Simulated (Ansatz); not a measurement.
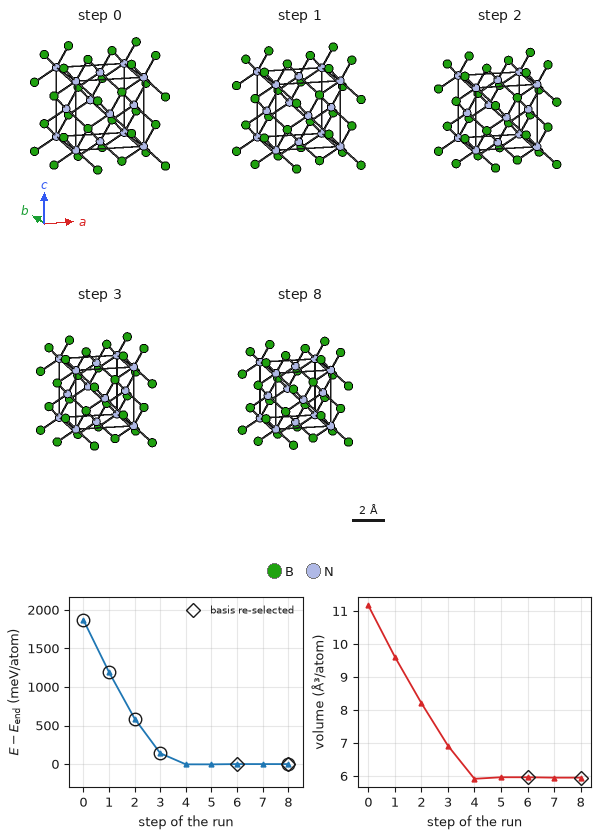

Frames of a relaxation of a crystal of BN (a generated structure, set up in F-43m) (coarse preliminary run), marked on the history of the run. A ball-and-stick model of the conventional cell (4 times the calculation's cell), seen slightly off an axis. Lengths and directions refer to the drawn axes.

Case: Al → B, Sb → N on all its sites, cell and atoms relaxed.

Theory: DFT PBE, scalar-relativistic, plane waves, PAW (Ansatz). Settings: plane-wave cutoff 420 eV; k-point mesh 8 × 8 × 8; occupations gaussian; smearing width 0.1 eV; no spin polarisation; cell and atoms relaxed; force threshold 0.05 eV/Å; at most 60 steps.

> What happens along the run?

Over 6 accepted moves (8 points after the start) the energy falls by 1871 meV per atom. All forces vanish by symmetry, so only the cell relaxes. Pressure: −67.59 GPa at the start and 0.00 GPa at the end. The SCF was repeated twice at an unchanged geometry on a basis and grid sized afresh for the cell, which shifted the energy by 3.6 meV per atom at most. The atoms keep their places relative to the cell (all moves are under 0.005 Å). Cell: a = b = c 4.471 → 3.625 Å (−18.9 %). Volume −46.7 %. Some distances before and after: B–N 1.936 → 1.570 Å. The space group stays F-43m (No. 216). Cost: 5.9 s on 1 thread of Arm Neoverse V2 (shared host), peak memory 0.26 GiB. From step 0 to 1: volume −13.9 %, energy −678 meV per atom. From step 1 to 2: volume −14.6 %, energy −603 meV per atom. From step 2 to 3: volume −15.7 %, energy −449 meV per atom. From step 3 to 8: volume −14.0 %, energy −141 meV per atom.
